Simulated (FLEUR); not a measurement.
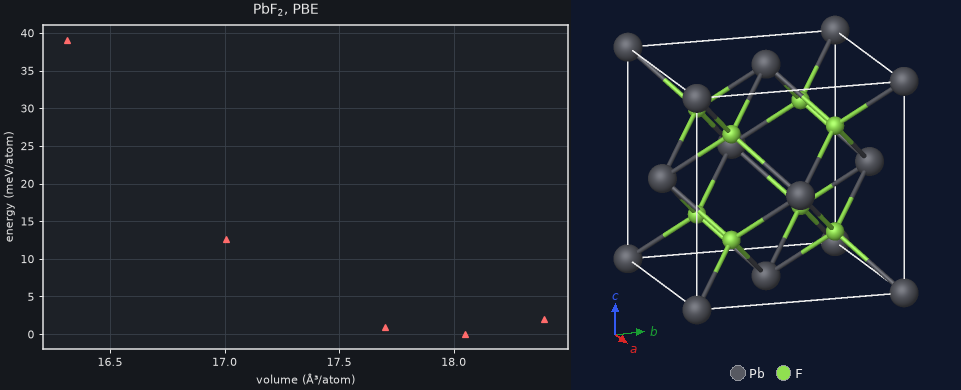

The picture above shows the energy against volume for PbF₂, space group Fm-3m (No. 225). The conventional cell is drawn beside the plot.

Cell as given: a = 4.191 Å, b = 4.191 Å, c = 4.191 Å, α = 60.00°, β = 60.00°, γ = 60.00°; 3 atoms.

Computed with FLEUR MaX-R8.1 (later development tree): all-electron LAPW DFT, no spin polarisation; energies at scaled volumes of the given cell, shape and fractions fixed, counted from the fit's minimum, third-order Birch-Murnaghan fit. Level: PBE.

| setting | value |
| --- | --- |
| k mesh | 8×8×8 |
| occupations | Fermi–Dirac |
| smearing width | 0.05 eV |
| potentials | all electron |
| program settings | basis FLAPW, kmax 4.19 1/bohr |

The points at volume 16.66 Å³/atom and 17.35 Å³/atom are left out of the plot. What values does the calculation give there?

| volume (Å³/atom) | energy (meV/atom) |
| --- | --- |
| 16.66 | 23.75 |
| 17.35 | 5.10 |

Note: spin-orbit coupling left out, heavy elements.
